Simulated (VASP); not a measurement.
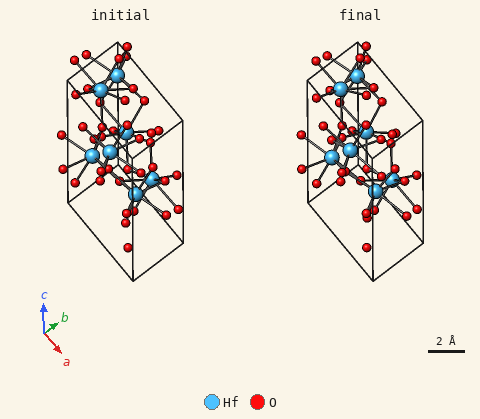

The structure of a defect cell of composition Hf₇O₁₆ before (left) and after (right) a relaxation, at one scale.

Style: ball-and-stick. Shown: the cell of the calculation, reduced to other axes (origin shifted), slightly off an axis. Lengths and directions refer to the drawn axes.

The run lets the atoms move in a fixed cell.

Computed with VASP, Kohn-Sham DFT of a periodic cell, PBEsol, VASP PAW PBE potentials, recommended.

Input file:
```
SYSTEM = Hf7O16
PREC = Accurate
ENCUT = 450
EDIFF = 1E-5
ISMEAR = 0
SIGMA = 0.03
LREAL = Auto
LASPH = .TRUE.
NELM = 120
ALGO = Normal
ISIF = 2
LWAVE = .FALSE.
LCHARG = .FALSE.
ISPIN = 2
MAGMOM = 0 0 0 0 0 0 0 0 0.29 0.29 0 0.29 0 0.29 0 0.29 0 0.29 0 0 0 0 0.29
LORBIT = 11
LMAXMIX = 4
GGA = PS
IBRION = 2
NSW = 40
EDIFFG = -0.03
KPAR = 4
```

Run as
```bash
cat potpaw_PBE.64/Hf_pv/POTCAR potpaw_PBE.64/O/POTCAR > POTCAR
mpirun -np 4 vasp_std > vasp.out
```

### What changed between the two?

The run was cut off at its time limit before the relaxation converged, so the last structure is only a point on the way. The largest move is that of an O atom, 0.31 Å along [0 1 1]. By element the largest moves are O 0.31 Å, Hf 0.22 Å. The cell doesn't change. Some distances before and after: Hf–O 2.124 → 2.336 Å, Hf–Hf 3.307 → 3.511 Å, Hf–O 2.248 → 2.066 Å, Hf–O 2.229 → 2.049 Å. Among the angles between lasting bonds that change: Hf–O–Hf 144.6° → 155.2°, Hf–O–Hf 111.0° → 100.8°, Hf–O–Hf 104.1° → 113.1°. After 35 geometry steps the energy has fallen by 1.326 eV per cell of the calculation. Largest force component: 1.3 eV/Å at the start, 0.039 eV/Å at the end.

Limits of the set-up: the periodic images lie only 6.7 Å apart, so the values are limited by the cell's size.
